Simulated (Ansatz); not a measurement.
# La3O: what the fields show

```
La O
1.0
     5.85348    0.00000    0.00000
     0.00000    5.85348    0.00000
     0.00000    0.00000    5.85348
La O
6 2
Cartesian
  2.9267 0.0000 0.0000
  0.0000 2.9267 2.9267
  0.0000 2.9267 0.0000
  2.9267 0.0000 2.9267
  0.0000 0.0000 2.9267
  2.9267 2.9267 0.0000
  0.0000 0.0000 0.0000
  2.9267 2.9267 2.9267
```

Space group Im-3m; a structure generated by program, which may or may not match a known phase; computed without spin polarisation.

These are results of DFT PBE, scalar-relativistic, plane waves, PAW in Ansatz 0.2.0, not measurements.

The density is the valence pseudo-density of a PAW calculation; it isn't the true density close to the nuclei.

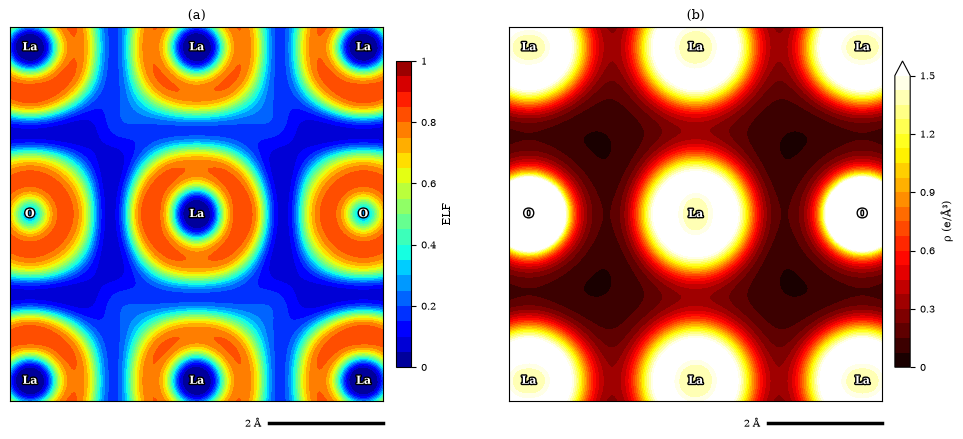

Figure 1. (a) electron localisation function; (b) valence charge density (pseudo) on the (010) plane of the conventional cell.

**Interpret the plot.**

Atoms in the plane: La and O.
La–O (2.93 Å): ρ at the midpoint is about 0.16 e/Å³; the ELF is about 0.10 at the midpoint; no shared electron pair shows on this line.
Between the atoms the lowest density in this plane is 0.07 e/Å³.
The features right at La lie inside the PAW spheres, where the map follows smoothed inner orbitals and isn't to be read closely.

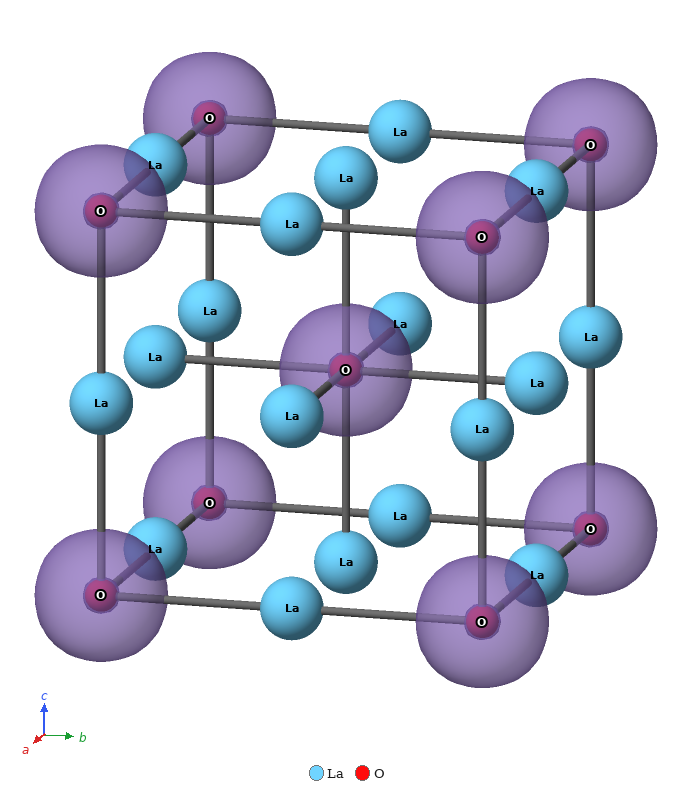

Figure 2. Isosurface of the electron localisation function at 0.6 (purple), seen slightly off an axis. Core shells and regions of very low density are left out. Sticks mark near contacts.

**What do the ELF domains correspond to?**

The surface consists of two regions wrapped around O (the valence shell of each), counted in one cell of 8 atoms. Regions shared between cells count once.

**Does the calculation make it a metal, or give it a gap?**

It is metallic or semimetallic at this level of theory: no gap opens.
